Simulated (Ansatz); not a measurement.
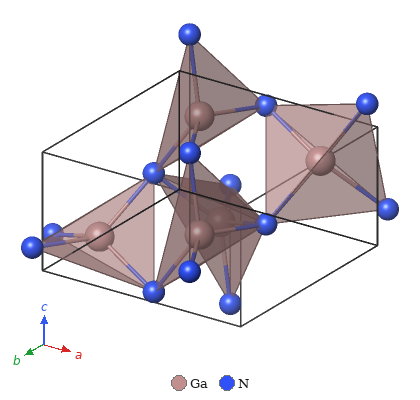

GaN, space group P4_12_12 (No. 92), a = 5.569 Å, b = 5.569 Å, c = 3.007 Å, α = 90.00°, β = 90.00°, γ = 90.00°. Origin: coordinates from a relaxation with DFT PBE, scalar-relativistic, plane waves, PAW in Ansatz 0.2.0; the starting structure was generated, so it need not be a known form of this composition. Forms under 0.4 % of the area are left out. Forms are taken in the Laue class: a face and its opposite count as one form.

**Estimate the growth shape by the BFDH rule (face distance proportional to 1/d, absences counted).**

The forms computed, by share of the surface:

```
 form  faces  d (Å)  share of area (%)
{110}      4  3.938               66.3
{101}      8  2.646               33.7
```

Widths along a, b and c stand as 1.00 : 1.00 : 1.20.

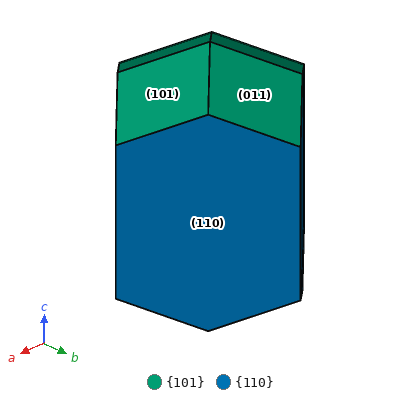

The computed shape, faces indexed. The rule is geometric and ignores bonding and growth conditions.
